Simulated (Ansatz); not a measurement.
# Sc3Al: what the fields show

```cif
data_structure
_symmetry_space_group_name_H-M 'P 1'
_symmetry_Int_Tables_number 1
_cell_length_a 4.0085
_cell_length_b 4.0085
_cell_length_c 5.2110
_cell_angle_alpha 90.000
_cell_angle_beta 90.000
_cell_angle_gamma 90.000
_cell_volume 83.73
loop_
_atom_site_label
_atom_site_type_symbol
_atom_site_fract_x
_atom_site_fract_y
_atom_site_fract_z
_atom_site_occupancy
Sc1 Sc 0.50000 0.00000 0.50000 1
Sc2 Sc 0.00000 0.50000 0.50000 1
Sc3 Sc 0.50000 0.50000 0.00000 1
Al1 Al 0.00000 0.00000 0.00000 1
```

Space group P4/mmm; a structure from a database of computed crystals, not necessarily the ambient phase.

All numbers below come from DFT PBEsol, scalar-relativistic, plane waves, PAW (Ansatz).

Core electrons are frozen (PAW), and the valence fields are smoothed inside the atomic spheres.

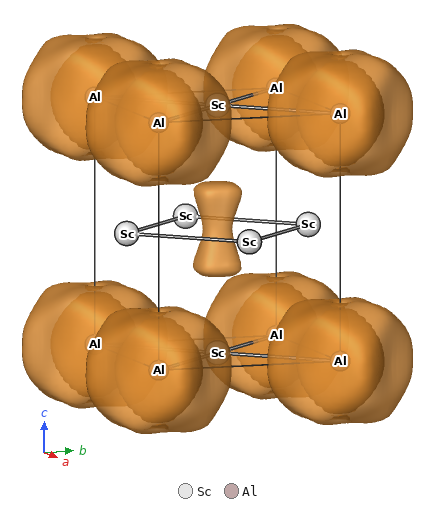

Figure 1. Isosurface of the ELF at 0.65 (orange), seen slightly off an axis. Core shells and regions of very low density are left out. Sticks mark near contacts.

**Identify the bonds, lone pairs and shells in this picture.**

The surface consists of one region wrapped around Al (its valence shell) and one pocket between the atoms, centred on no nucleus (multi-centre or interstitial), counted in one cell of 4 atoms. Any copies at cell faces, edges or corners count once. Along the contacts the grid gives the following. Sc–Sc (2.83 Å): the ELF is about 0.10 at the midpoint: no shared electron pair shows on this line. Sc–Al (2.83 Å): the ELF peaks at about 0.70 in the valence shell of Al, 1.1 Å from its nucleus, and is about 0.40 at the midpoint.

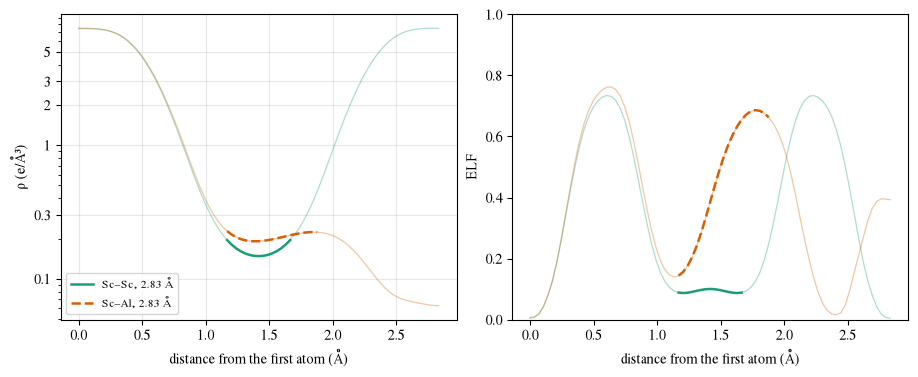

Figure 2. Valence charge density (pseudo) and ELF along straight lines between neighbouring atoms. Thin, pale parts lie inside the atomic spheres.

**Compare the contacts.**

Sc–Sc (2.83 Å): ρ is about 0.15 e/Å³ halfway; the ELF is about 0.10 at the midpoint; no shared electron pair shows on this line.
Sc–Al (2.83 Å): ρ is about 0.19 e/Å³ halfway; the ELF peaks at about 0.70 in the valence shell of Al, 1.1 Å from its nucleus, and is about 0.40 at the midpoint.

**Does the calculation make it a metal, or give it a gap?**

It is gapless in this calculation (a metal or semimetal).
